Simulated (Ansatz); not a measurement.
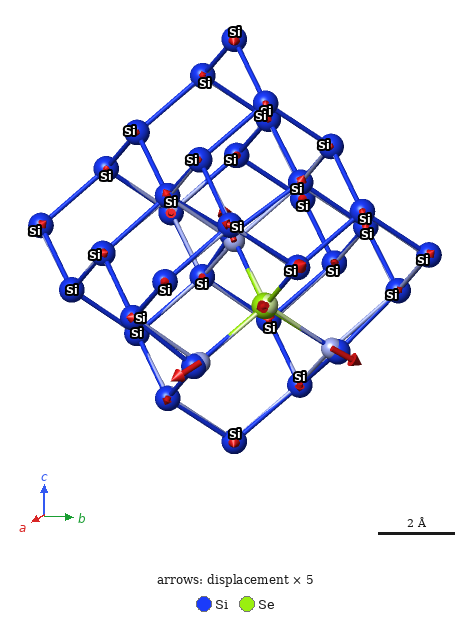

This is a relaxation of a defect cell of composition Si$_{63}$Se (cell charge −1). The starting structure is drawn faded, the final one solid; red arrows show the displacements, 5 times their true length.

Style: ball-and-stick. Shown: the atoms within 5.8 Å of the atom that moves most (axes of the cell of the calculation (origin shifted)), slightly off an axis.

The calculation used DFT, PBEsol, PAW, plane waves (Ansatz). Settings: plane-wave cutoff 420 eV; k-point mesh 1 × 1 × 1; mesh shifted by (0.25, 0.25, 0.25); collinear spin; atoms relaxed in a fixed cell; force threshold 0.03 eV/Å; at most 80 steps.

> Atoms of which element are displaced furthest, and by how much?

Silicon: up to 0.23 Å, against 0.09 Å for selenium.

> Describe the change and its energy.

The energy falls by 1.243 eV per cell of the calculation in 5 geometry steps. Largest force component: 1.7 eV/Å at the start, 0.0043 eV/Å at the end. The largest move is that of a Si atom, 0.23 Å roughly along [−1 −1 2]. Largest moves by element: Si 0.23 Å, Se 0.09 Å. The cell doesn't change. Among the contacts that change: Se–Si 2.331 → 2.531 Å, Se–Si 2.292 → 2.488 Å, Se–Si 2.362 → 2.545 Å, Se–Si 2.388 → 2.547 Å. Bond angles that change, for instance: Si–Si–Se 110.5° → 102.1°, Si–Si–Si 109.6° → 103.9°, Si–Si–Si 109.4° → 104.0°.

Limits of the set-up: the cell is charged, on a uniform background, and energies carry no finite-size correction.
